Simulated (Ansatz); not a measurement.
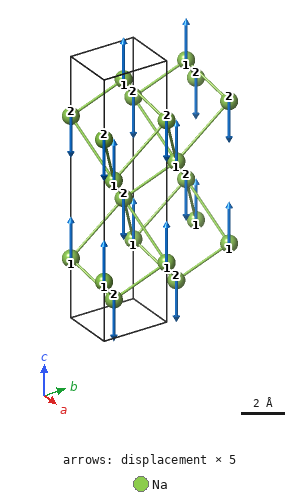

A relaxation of crystalline Na (built on the grey arsenic (A7)_166 type) (coarse preliminary run). The starting structure is drawn; blue arrows show the displacements (the part carried along by the change of the cell is left out), 5 times their true length.

The picture is a ball-and-stick view of the conventional cell (3 times the calculation's cell), repeated 1 × 2 × 1 with one cell outlined, seen slightly off an axis. Lengths and directions refer to the drawn axes.

Case: grey arsenic (A7) type (R-3m, No. 166).

Method: Ansatz 0.2.0, DFT r2SCAN, scalar-relativistic, plane waves, PAW. (plane-wave cutoff 500 eV; k-point mesh 6 × 6 × 6; occupations gaussian; smearing width 0.1 eV; no spin polarisation; cell and atoms relaxed; force threshold 0.04 eV/Å; at most 70 steps)

**What did the optimiser do to the structure, and how much energy did it gain?**

The largest moves relative to the cell, 0.41 Å, are those of Na1 and Na2. Na2 goes along −c. The volume changes by −2.8 %, with a = b 4.581 → 3.774 Å (−17.6 %), c 12.744 → 18.247 Å (+43.2 %). Near-neighbour distances that change, for instance: Na1–Na1 4.581 → 3.774 Å, Na1–Na2 3.067 → 3.742 Å, Na1–Na2 (another image) 3.777 → 3.741 Å. Among the angles between lasting bonds that change: Na2–Na1–Na2 96.7° → 60.6°, Na2–Na1–Na2 93.4° → 119.4°, Na2–Na1–Na2 164.8° → 180.0°. The space group stays R-3m (No. 166). After 12 accepted moves (14 points after the start) the energy has fallen by 198 meV per atom. Largest force component: 0.53 eV/Å at the start, 0.00058 eV/Å at the end. The pressure goes from 0.50 to 0.06 GPa. The SCF was repeated twice at an unchanged geometry on a basis and grid sized afresh for the cell, which shifted the energy by 10.3 meV per atom at most. The run took of the order of 60 core-seconds on a shared host.
